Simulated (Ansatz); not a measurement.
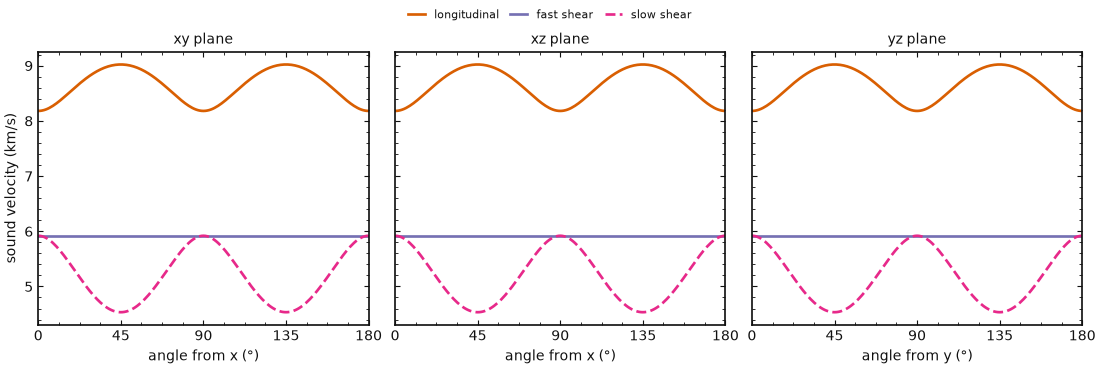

Computed with Ansatz 0.2.0: elastic stress-strain coefficients at zero temperature from small strains of the given cell, Voigt order xx yy zz yz xz xy, Cartesian axes of the cell vectors; plane waves with PAW datasets, Γ-centred k mesh. Level: PBE, no spin polarisation.

- wave cutoff: 420 eV
- k mesh: 8×8×8
- occupations: fixed
- ions: relaxed
- strain amplitude: 0.002

The given structure:
```yaml
crystal:
  lattice:
    - [0.00000, 2.43807, 2.43807]
    - [2.43807, 0.00000, 2.43807]
    - [2.43807, 2.43807, 0.00000]
  atoms:
    - { symbol: Be, position: [0.75000, 0.75000, 0.75000] }
    - { symbol: S, position: [0.00000, 0.00000, 0.00000] }
```

Sound velocities against the direction of travel in the xy, xz and yz planes, from the elastic constants and the density for BeS, space group F-43m (No. 216) (cell built by us, not taken from a database).

Along x the longitudinal wave runs at 8.18 km/s and the transverse ones at 5.92 and 5.92 km/s, the same along y and z; along x + y they run at 9.02, 5.92 and 4.53 km/s (density 2.35 g/cm³). Over all directions E runs from 124 to 191 GPa, a ratio of 1.54. E is 124 GPa along x, y and z alike, and 191 GPa along the body diagonal x + y + z. The Hill averages are K = 93 GPa and G = 66 GPa, Poisson's ratio 0.21; K/G = 1.40.

Input of the run:
```
crystal:
  lattice:
    - [0.0, 2.4380676598, 2.4380676598]
    - [2.4380676598, 0.0, 2.4380676598]
    - [2.4380676598, 2.4380676598, 0.0]
  atoms:
    - { symbol: Be, position: [0.75, 0.75, 0.75] }
    - { symbol: S, position: [0.0, 0.0, 0.0] }
basis:
  ecutwfc: 420
kpoints:
  mp_grid: { grid: [8, 8, 8] }
hamiltonian:
  xc: pbe
scf:
  occupations: { method: fixed }
output:
  forces: true
  stress: true
  eigenvalues: true
  polarization: {}
elastic:
  mode: relaxed_ion
  stencil: two_point
```

Command:
```bash
ansatz run input.yaml --threads 1 --pin off --max-ram 2048MiB --backend cpu --events-out ev --progress --plain --runs-dir out
```
